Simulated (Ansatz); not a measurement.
# Single-point calculation of TaN

System: TaN (6 atoms in the cell).
Method: DFT, PBEsol, plane waves, PAW, Ueff = 3 eV on Ta d, spin-polarised (Ansatz 0.2.0).

The structure derives from an entry of the Crystallography Open Database. Figures and captions count atoms from 1; the log counts them from 0 in places.

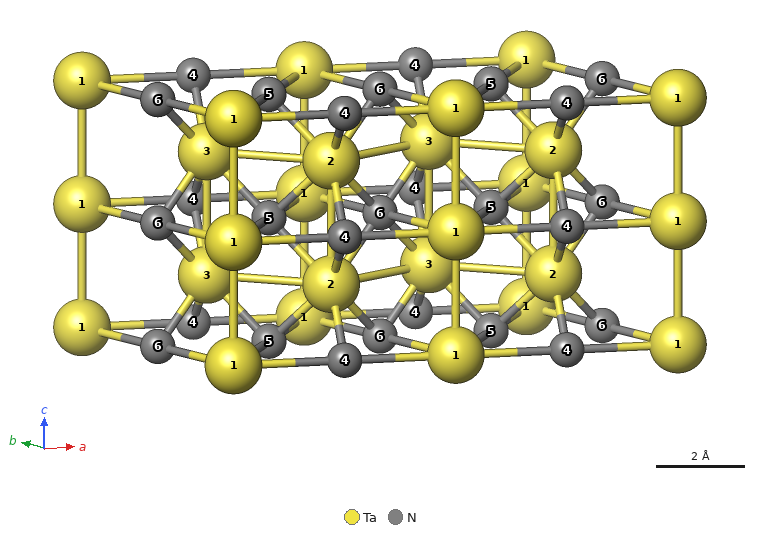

Figure 1. The structure (ball-and-stick view of the cell of the calculation, set on other vectors, repeated 2 × 1 × 2, seen at an oblique angle; atoms are numbered from 1 in the order of the input). An atom can appear more than once, as a periodic image.

Results in brief:

- outcome: converged
- space group (tolerance 0.01 Å): P6/mmm (191)
- electrons treated: 54
- free energy: −30549.9084 eV
- Fermi energy: 19.644 eV
- gap on the k-point mesh: none (metallic)
- net moment of the cell: 0.00 μB
- integrated absolute moment: 0.00 μB
- pressure: 2.52 GPa
- largest force (length of the vector): 0.006 eV/Å
- hardware: 4 threads of Intel Xeon (Granite Rapids), 32 GiB of memory available, shared host
- wall time: 37 s (CPU time 2.3 min)
- peak memory: 1.2 GiB

Notes:

Settings chosen away from the usual ones: magnetization set to {"spin_polarized": true}; hamiltonian.hubbard set to {"sites": [{"species": "Ta", "l": "d", "u_eff": 3.0}], "double_counting": "fll"}; scf.n_extra_bands set to 2. Warnings of the run: some starting moments were not kept; the k-point mesh lowers the symmetry that the run can use. Spin–orbit coupling is left out, which matters for Ta.

Input:
```yaml
crystal:
  lattice:
    - [2.9035873959, 0.0, 0.0]
    - [0.0, 9.0154793236, 0.0]
    - [0.0, 4.5077396618, 2.6025447072]
  atoms:
    - { symbol: Ta, position: [0.0, 0.0, 0.0], spin: 1.0 }
    - { symbol: Ta, position: [0.5, 0.6666666667, 0.0], spin: -0.5 }
    - { symbol: Ta, position: [0.5, 0.3333333333, 0.0], spin: -0.5 }
    - { symbol: "N", position: [0.0, 0.5, 0.5], spin: -1.0 }
    - { symbol: "N", position: [0.0, 0.5, 0.0], spin: 0.5 }
    - { symbol: "N", position: [0.0, 0.0, 0.5], spin: 0.5 }
basis:
  ecutwfc: 420
kpoints:
  mp_grid: { grid: [12, 4, 13] }
hamiltonian:
  xc: pbesol
  hubbard: { sites: [{ species: Ta, l: d, u_eff: 3.0 }], double_counting: fll }
scf:
  occupations: { method: gaussian, width: 0.1 }
  n_extra_bands: 2
output:
  forces: true
  eigenvalues: true
  stress: true
magnetization:
  spin_polarized: true
```

Launch command:
```bash
ansatz run input.yaml --threads 4 --pin off --max-ram 10240MiB --backend cpu --events-out ev --progress --plain --runs-dir out
```

Log:
```
Warning: crystal.symmetry: narrowed to the stabiliser of the k-point mesh — unitary ops 8 → 4; excluded 4 operations that carry a point of the 12×4×13 mesh (shift [0, 0, 0]) off the mesh (the run samples exactly the mesh kpoints.mp_grid names, as under crystal.symmetry.detect: false, and its converged state has the mesh's symmetry, not the crystal's; ε∞, the Born charges and the force constants of a linear response (`dielectric:` by the response, `phonons.method: dfpt`) are averaged over those of the crystal's operations that the state keeps within a tolerance, where `mesh_tensors`, `unaveraged_element` or `gamma_mean_max_change_ev_ang2` stands beside them; a row that `dielectric.field_direction` solves alone is averaged likewise, with nothing beside; a Γ-centred mesh of equal divisions is mapped onto itself by every operation and keeps the whole group, as does a half-shifted one under kpoints.further_shifts: images)
Ta: projections on atomic orbitals take those of the free atom [Kr 4d10 4f14] 5s2 5p6 5d3 6s2, of charge +0.00 (hamiltonian.pseudopotentials.projection_atoms); the dataset's partial waves leave at most 6.0e-5 of an orbital's norm unspanned inside its sphere
N: projections on atomic orbitals take those of the free atom [He] 2s2 2p3, of charge +0.00 (hamiltonian.pseudopotentials.projection_atoms); the dataset's partial waves leave at most 9.3e-9 of an orbital's norm unspanned inside its sphere
scf.n_extra_bands = 2 over 27 filled bands (N_el = 54.0): the run solves 29 bands
Engine: ansatz 0.2.0, x86_64-unknown-linux-gnu
Pseudopotentials: kind: paw
Pseudopotential: Ta, paw, valence charge 13, recommended cutoff 420 eV (normal), Ta.paw.azcp
Pseudopotential: N, paw, valence charge 5, recommended cutoff 420 eV (normal), N.paw.azcp
Functional definition: PBEsol
  exchange = pbesol_x
  correlation = pbesol_c
Crystal: 6 atoms, lattice volume = 68.127 Å³
Basis set: ecut = 420 eV, 1287 PW (Γ), exchange–correlation on 40×128×72 points (8 copies of the dense FFT grid, shifted against one another)
Bands: 29, of which v1, the nominal top of the filled ones, is band 27 counted from 1 (26 counted from 0)
Symmetry: 4 space group operations
k-points: 189 of 624
Non-local potential: Ta, projectors of the file, l = 0: 3, l = 1: 2, l = 2: 2, l = 3: 1
Non-local potential: N, projectors of the file, l = 0: 2, l = 1: 2, l = 2: 1
PAW form: soft (Blöchl's): semilocal exchange-correlation on the pseudo side does not see the compensation charge
PAW frozen core: Ta, regenerated for the run's functional, and the local potential with it (the file was generated under x = pbe(κ = 0.804, μ = 0.2195149727645171), c = pbe(β = 0.06672455060314922))
PAW frozen core: N, regenerated for the run's functional, and the local potential with it (the file was generated under x = pbe(κ = 0.804, μ = 0.2195149727645171), c = pbe(β = 0.06672455060314922))
PAW one-centre angular grid: Ta, 590 points (default); XC on 64 Gauss nodes
PAW one-centre angular grid: N, 110 points (default); XC on 64 Gauss nodes
Initial density: superposition of atomic densities (chi_scale 0.1, normalization cell, long waves kept (reshape's long-wave potential 0.02 eV rms))
Starting moments: Σ|m| = 4 μB on 6 of 6 sites
Initial wavefunctions: pseudopotential atomic-orbital guess
Functional: x = pbesol(κ = 0.804, μ = 0.12345679012345678), c = pbesol(β = 0.046)
SCF iter   1: F=—  HF=-30550.301865 eV  |F-HF|=—  |Δ(HF+E_count)|=         —  Δρ=5.85e-2 (↑5.14e-2 ↓5.85e-2)  dr2=5.39e0  dr2_m=8.36e-1  M=0.297 μB ∫|m|=1.060 μB  β_m=0.30  ethr=3.10e-3  ⟨swp⟩=5.0  Hψ=44465  notcnv=0
preconditioner: auto → Kerker (q_TF=auto, 2.625 Å⁻¹)  [metal: Δε(μ)=0.005 eV  Ē_g=8.832 eV  σ=0.100 eV  W_gap=0.03  n_scr=26 (ndim 8)  ℏωp=24.6 eV  f_vac=0.000  D(μ)=1.65/eV (n_scr^D=6)]
spin=Collinear: Kerker preconditioning applied to the charge; magnetization (m = ρ↑ − ρ↓) channel mixes plain (no charge-response kernel on spin).
SCF iter   2: F=—  HF=-30549.884720 eV  |F-HF|=—  |Δ(HF+E_count)|=   4.17e-1  Δρ=4.05e-2 (↑3.59e-2 ↓4.05e-2)  dr2=2.23e0  dr2_m=4.71e-1  M=0.222 μB ∫|m|=0.890 μB  β_m=0.30  ethr=3.10e-3  ⟨swp⟩=2.1  Hψ=19452  notcnv=0
SCF iter   3: F=—  HF=-30549.663593 eV  |F-HF|=—  |Δ(HF+E_count)|=   2.21e-1  Δρ=2.45e-2 (↑2.45e-2 ↓2.37e-2)  dr2=3.26e-1  dr2_m=2.70e-1  M=0.133 μB ∫|m|=0.761 μB  β_m=0.30  ethr=3.10e-3  ⟨swp⟩=2.8  Hψ=18825  notcnv=0
SCF iter   4: F=—  HF=-30549.735524 eV  |F-HF|=—  |Δ(HF+E_count)|=   7.19e-2  Δρ=1.70e-2 (↑1.70e-2 ↓1.58e-2)  dr2=4.66e-2  dr2_m=1.58e-1  M=0.107 μB ∫|m|=0.640 μB  β_m=0.30  ethr=6.04e-4  ⟨swp⟩=2.3  Hψ=17314  notcnv=0
SCF iter   5: F=—  HF=-30549.798682 eV  |F-HF|=—  |Δ(HF+E_count)|=   6.32e-2  Δρ=1.30e-2 (↑1.30e-2 ↓1.18e-2)  dr2=1.64e-2  dr2_m=9.28e-2  M=0.088 μB ∫|m|=0.544 μB  β_m=0.30  ethr=8.63e-5  ⟨swp⟩=2.0  Hψ=18876  notcnv=0
SCF iter   6: F=—  HF=-30549.838167 eV  |F-HF|=—  |Δ(HF+E_count)|=   3.95e-2  Δρ=9.61e-3 (↑9.30e-3 ↓9.61e-3)  dr2=1.43e-3  dr2_m=5.56e-2  M=0.081 μB ∫|m|=0.463 μB  β_m=0.30  ethr=3.04e-5  ⟨swp⟩=2.1  Hψ=16078  notcnv=0
SCF iter   7: F=—  HF=-30549.863095 eV  |F-HF|=—  |Δ(HF+E_count)|=   2.49e-2  Δρ=7.41e-3 (↑7.37e-3 ↓7.41e-3)  dr2=6.65e-4  dr2_m=3.39e-2  M=0.069 μB ∫|m|=0.394 μB  β_m=0.30  ethr=2.65e-6  ⟨swp⟩=2.1  Hψ=16967  notcnv=0
Mixer restart at iter 7: flushing history
spin-set hold released at iteration 7 (site moments contracting): the magnetisation degrees of freedom join the quasi-Newton model from the next iteration; the mixer history was flushed
SCF iter   8: F=—  HF=-30549.878521 eV  |F-HF|=—  |Δ(HF+E_count)|=   1.54e-2  Δρ=5.84e-3 (↑5.84e-3 ↓5.79e-3)  dr2=5.65e-4  dr2_m=2.10e-2  M=0.060 μB ∫|m|=0.336 μB  β_m=0.60  ethr=1.23e-6  ⟨swp⟩=2.2  Hψ=16830  notcnv=0
SCF iter   9: F=—  HF=-30549.905726 eV  |F-HF|=—  |Δ(HF+E_count)|=   2.72e-2  Δρ=1.06e-3 (↑1.06e-3 ↓1.02e-3)  dr2=9.00e-5  dr2_m=6.53e-4  M=0.025 μB ∫|m|=0.115 μB  β_m=0.82  ethr=1.05e-6  ⟨swp⟩=3.5  Hψ=26248  notcnv=0
SCF iter  10: F=—  HF=-30549.907984 eV  |F-HF|=—  |Δ(HF+E_count)|=   2.26e-3  Δρ=4.26e-4 (↑3.59e-4 ↓4.26e-4)  dr2=6.40e-5  dr2_m=8.20e-5  M=0.010 μB ∫|m|=0.044 μB  β_m=0.91  ethr=1.67e-7  ⟨swp⟩=3.1  Hψ=26146  notcnv=0
SCF iter  11: F=—  HF=-30549.908347 eV  |F-HF|=—  |Δ(HF+E_count)|=   3.63e-4  Δρ=1.91e-4 (↑1.91e-4 ↓1.48e-4)  dr2=2.66e-5  dr2_m=1.25e-5  M=0.004 μB ∫|m|=0.015 μB  β_m=0.96  ethr=1.19e-7  ⟨swp⟩=3.2  Hψ=24145  notcnv=0
SCF iter  12: F=—  HF=-30549.908395 eV  |F-HF|=—  |Δ(HF+E_count)|=   4.81e-5  Δρ=6.95e-5 (↑6.95e-5 ↓5.65e-5)  dr2=4.15e-6  dr2_m=1.48e-6  M=0.001 μB ∫|m|=0.004 μB  β_m=0.98  ethr=4.93e-8  ⟨swp⟩=2.9  Hψ=22672  notcnv=0
SCF iter  13: F=—  HF=-30549.908400 eV  |F-HF|=—  |Δ(HF+E_count)|=   4.38e-6  Δρ=1.88e-5 (↑1.46e-5 ↓1.88e-5)  dr2=2.83e-7  dr2_m=1.27e-7  M=0.000 μB ∫|m|=0.001 μB  β_m=0.99  ethr=7.69e-9  ⟨swp⟩=2.1  Hψ=17711  notcnv=0
iter 14 did not close the SCF: its close was put off for a magnetic moment that had not settled (scf_convergence_deferred on its scf_iter line)
SCF iter  14: F=-30549.908400 eV  HF=-30549.908400 eV  |F-HF|=2.80e-8  |Δ(HF+E_count)|=   5.74e-7  Δρ=7.18e-6 (↑5.90e-6 ↓7.18e-6)  dr2=3.44e-8  dr2_m=2.32e-8  M=0.000 μB ∫|m|=0.001 μB  β_m=0.99  ethr=1.85e-10  ⟨swp⟩=8.5  Hψ=49116  notcnv=0
iter 15 did not close the SCF: its close was put off for a magnetic moment that had not settled (scf_convergence_deferred on its scf_iter line)
SCF iter  15: F=-30549.908400 eV  HF=-30549.908400 eV  |F-HF|=1.38e-10  |Δ(HF+E_count)|=   1.05e-7  Δρ=2.51e-6 (↑1.60e-6 ↓2.51e-6)  dr2=5.76e-9  dr2_m=2.12e-9  M=0.000 μB ∫|m|=0.000 μB  β_m=1.00  ethr=6.37e-11  ⟨swp⟩=2.6  Hψ=39415  notcnv=0
iter 16 did not close the SCF: its close was put off for a magnetic moment that had not settled (scf_convergence_deferred on its scf_iter line)
SCF iter  16: F=-30549.908400 eV  HF=-30549.908400 eV  |F-HF|=1.60e-10  |Δ(HF+E_count)|=   7.70e-9  Δρ=7.33e-7 (↑7.33e-7 ↓6.34e-7)  dr2=5.61e-10  dr2_m=1.54e-10  M=-0.000 μB ∫|m|=0.000 μB  β_m=1.00  ethr=1.07e-11  ⟨swp⟩=1.8  Hψ=32411  notcnv=0
SCF iter  17: F=-30549.908400 eV  HF=-30549.908400 eV  |F-HF|=2.22e-10  |Δ(HF+E_count)|=  4.62e-10  Δρ=3.76e-7 (↑3.76e-7 ↓3.48e-7)  dr2=2.96e-10  dr2_m=1.34e-11  M=-0.000 μB ∫|m|=0.000 μB  ethr=1.04e-12  ⟨swp⟩=1.0  Hψ=30791  notcnv=0
SCF 1 converged in 17 iterations: F = -30549.908400 eV  dr2 = 2.96e-10
  greatest PAW one-centre occupation: 1.000 electrons in one spin orbital (limit 2), on the Ta atom at site 2 (counted from 0), in its partial waves of l = 0
```

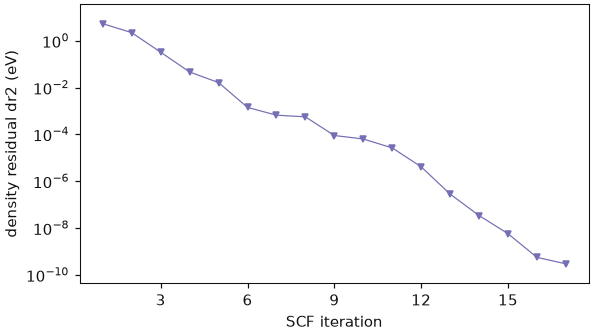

Figure 2. Convergence of the self-consistent field: density residual dr2 against the SCF iteration. The residual falls at every step.

```
WARN: the starting moments were not kept: the SCF closed with an absolute magnetisation of 1.0e-5 μB, where they sum to 4 μB in size (6 sites). That is at most 0.1 of that sum. Measured as dr2_m measures the in/out step, that magnetisation stands 1.1e-11 eV from none, at or under the dr2_threshold of 1.0e-7 eV: it is no larger than a step whose dr2_m would equal this threshold. The system may hold no moment; this SCF shows only that its start led to no more than that. To try another start: raise the starting moments (crystal.atoms[].spin, magnetization.per_species, magnetization.initial_magnetization, or on a non-collinear deck that types none of these the spinor_matrix: blocks that start its atoms; where the total moment is fixed, keep their sum and leave initial_magnetization as it is; typed ones take the place of any that the run laid by itself, positive ones on a crystal's lanthanoids without a Hubbard term where scf.initial_density.shell_occupations: [] is typed) or, if the notice of its spin-set hold's release reads "site moments contracting" or "site moments show no strong build", lengthen the hold (scf.mixing.spin_hold: { on: { confirm: 4 } }; for m-r²SCAN on two components see the key's manual first). Each may lead to a state that holds a moment. A second SCF, from the converged charge density, with the starting moments and any scf.initial_density.shell_occupations laid on it anew, would have followed, and was not run: the deck does not ask for one (magnetization.retry_lost_moments is false, the default). To let it run, set magnetization.retry_lost_moments: true and run the deck again, where that key's refused combinations let it; where memory then withholds it, that run's warning says so.
SCF converged after 17 iterations
Magnetization: -0.0000 μB (27.0000 up, 27.0000 down)
Absolute magnetization: 0.0000 μB (∫|ρ↑−ρ↓|, with the PAW one-centre terms)
Spin contamination: 0.0000 ħ² per cell (⟨S²⟩ above its minimum at these occupations)
Per-site moments (μB) at R_I (Å): [(-9.977423402885249e-7, 1.0735496917128793), (-5.272363583524009e-7, 0.8618635714089817), (-5.272363584552645e-7, 0.8618635714089816), (1.0109317870574764e-6, 0.8618635714089816), (1.002838713932711e-6, 0.8618635714743647), (1.3613351623304005e-6, 0.8618635714743649)]
Free energy (F): -30549.908400 eV
Harris-Foulkes:  -30549.908400 eV  (|F-HF|=2.22e-10)
Internal energy: -30549.904294 eV  (E = F + TS)
E sigma→0 (E₀):  -30549.906347 eV
Entropy (-TS):   -0.004106 eV (-0.684 meV/atom)
Fermi energy:    19.643535 eV
--- Per-component energies (eV) ---
  E_band       = -223.439472
  E_kinetic    = 1496.987892
  E_local      = -2081.471215  (includes V_loc(G=0)·N_el)
  E_nonlocal   = 188.266563
  E_hartree    = 708.165021
  E_xc         = -832.636036
  E_vxc        = -843.600765  (∫ρ·V_xc dr)
  E_hubbard    = 10.276463  (on-site DFT+U / exact-exchange correction)
  E_vhub       = 4.107382  (the Hubbard potential's part of the band-sum identity)
  E_paw        = -25185.677263  (= ΣΔE_a)
  E_vpaw       = -404.060336  (= ΣTr[D̂ρ^β])
  E_aug_tail   = 0.000874  (compensation charges beyond the density's cutoff)
  E_ewald      = -4854.541827
  E_core_change = 0.725236  (= ΣΔE_core)
  E_smearing   = -0.004106  (= −TS)
  E_closure    = -0.000000  (closes the sum)
  Σ components = -30549.908400   (vs F -30549.908400, Δ=0.00e0)
--- Forces (eV/Å), atoms counted from 1 ---
  atom   1  Ta     0.00000000     0.00000000     0.00000000
  atom   2  Ta     0.00000000     0.00249618     0.00553263
  atom   3  Ta     0.00000000    -0.00249618    -0.00553263
  atom   4  N      0.00000000     0.00000000     0.00000000
  atom   5  N      0.00000000     0.00000000     0.00000000
  atom   6  N      0.00000000     0.00000000     0.00000000
  max |Σ_I F_I| component: 0.00e0 eV/Å
--- Stress (GPa, compression-positive) ---
        2.665166       0.000000       0.000000
        0.000000       2.377048       0.110742
        0.000000       0.110742       2.518367
  P = ⅓ Tr σ = 2.5202 GPa (25.202 kbar)
--- Band table (eV; the first three rows and the last of 378) ---
  k-point 0 ↑: bands = ["-49.9559", "-49.9078", "-49.5801", "-16.8457", "-16.8455", "-16.4726", "-16.4721", "-16.2368", "-16.1526", "-16.1517", "-16.1040", "-15.2639", "1.1354", "4.4864", "4.4885", "9.2445", "12.3884", "12.3888", "13.5128", "13.5138", "13.9513", "16.3832", "16.5300", "16.5317", "17.0315", "17.4408", "18.5898", "18.5937", "20.5094"]
  k-point 1 ↑: bands = ["-49.9537", "-49.9084", "-49.5796", "-16.8599", "-16.8411", "-16.4607", "-16.4539", "-16.2316", "-16.1738", "-16.1563", "-16.1091", "-15.2642", "1.2430", "4.2755", "4.4921", "9.5260", "12.0534", "12.4522", "13.5001", "13.5772", "14.1689", "15.9421", "16.1835", "16.2604", "16.5303", "17.8254", "18.7728", "19.4720", "20.6214"]
  k-point 2 ↑: bands = ["-49.9475", "-49.9110", "-49.5785", "-16.8861", "-16.8206", "-16.4641", "-16.4115", "-16.2172", "-16.2097", "-16.1669", "-16.1230", "-15.2650", "1.5450", "3.7765", "4.4944", "10.2218", "11.4782", "12.6411", "13.4738", "13.7636", "14.1514", "15.0553", "15.6590", "15.7055", "16.5394", "18.0701", "19.2159", "20.2999", "20.7429"]
  k-point 188 ↓: bands = ["-49.8900", "-49.8755", "-49.5390", "-17.1209", "-17.0225", "-16.7215", "-16.6041", "-16.3944", "-16.2560", "-16.1585", "-16.1415", "-15.9001", "3.5102", "3.6141", "3.9895", "11.0384", "12.0530", "12.1832", "12.2707", "12.9846", "13.2981", "14.6962", "15.2100", "16.2650", "16.3813", "17.3908", "18.3891", "20.8407", "21.2037"]
Occupation matrices written to [file]
```

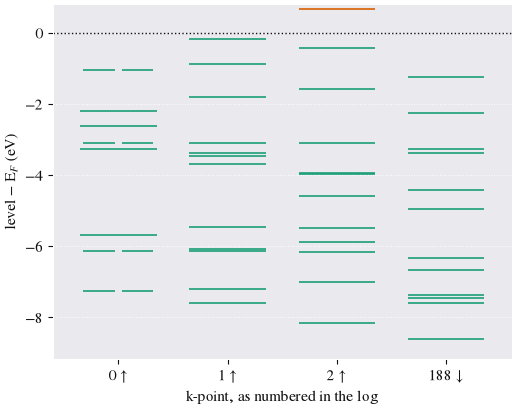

Figure 3. Kohn–Sham levels near the Fermi level (dotted) at the few k-points that the log prints; levels within 0.02 eV of each other stand side by side. The system is metallic on the full mesh.
